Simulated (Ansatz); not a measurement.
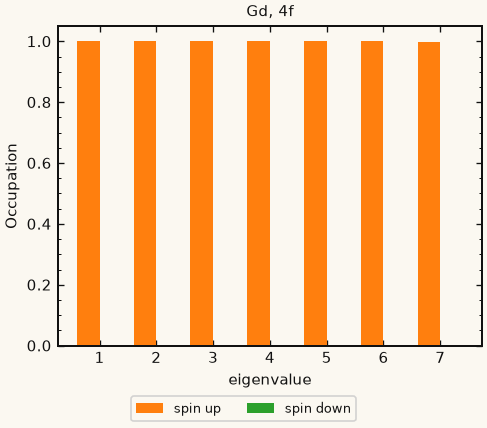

Eigenvalues of the local occupation matrix of the f shell (Löwdin-orthogonalised atomic projectors).

System: Gd, space group P6_3/mmc (No. 194), 2 atoms in the cell.

```yaml
crystal:
  lattice:
    - [3.65157, 0.00000, 0.00000]
    - [-1.82578, 3.16235, 0.00000]
    - [0.00000, 0.00000, 5.85285]
  atoms:
    - { symbol: Gd, position: [0.33333, 0.66667, 0.75000] }
    - { symbol: Gd, position: [0.66667, 0.33333, 0.25000] }
```

Level of theory: DFT PBE+U, scalar-relativistic, plane waves, PAW, Ueff = 6 eV on Gd f, spin-polarised, 12×12×6 k mesh, 420 eV cutoff, Gaussian smearing of 0.1 eV; code Ansatz 0.2.0.

How many states of the shell are filled, counting eigenvalues over 0.6?

Counting eigenvalues over 0.6 as filled, Gd has 7 filled f states (f⁷), 7 up and 0 down; the eigenvalues sum to 7.0.

The run may have settled in a state above the lowest, so this need not be the ground state. Spin-orbit coupling is left out, which matters for Gd. Open shells can settle in several states, and this one need not be the lowest.
